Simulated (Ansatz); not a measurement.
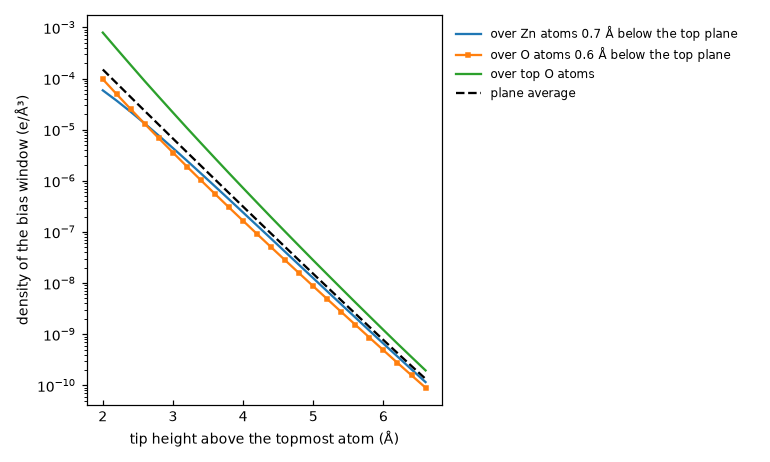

Approach curves over ZnO(101) (P6_3mc bulk, 5 atomic planes (those closer than 0.6 Å count as one), 11 Å, ZnO-terminated) at a sample bias of −0.25 V.

Tersoff–Hamann simulation (s-wave tip); biases are sample biases. Bias windows are sharp sums over the levels of the k mesh.

Level of theory: DFT PBEsol, scalar-relativistic, plane waves, PAW in Ansatz 0.2.0. Cutoff 420 eV, 19 × 10 k-points, Gaussian smearing 0.05 eV, dipole correction. The slab is a cut without reconstruction beyond its cell, at the source's lattice constants, with its lower half held fixed and the rest relaxed. No spin polarisation. The run couldn't confirm all of its levels under its output density. The run warns that the functional's potential is rough in the thin density of the vacuum, where the tip is; weak contrasts and barriers may feel it.

**How fast does the current decay, and what apparent barrier height does that imply?**

Near 4 Å the plane average falls as exp(−3.05 z/Å), a factor of 21 per ångström, which gives an apparent barrier of 8.8 eV (0.952 eV Å² times the slope squared). The vacuum level lies 7.50 eV above zero bias. The apparent barrier is above 7.50 eV. The value exceeds even the 7.75 eV between the vacuum level and the deepest states of the window, so their depth alone doesn't explain it. States away from the zone centre decay faster, since their momentum along the surface adds to the barrier, and that may account for the rest.
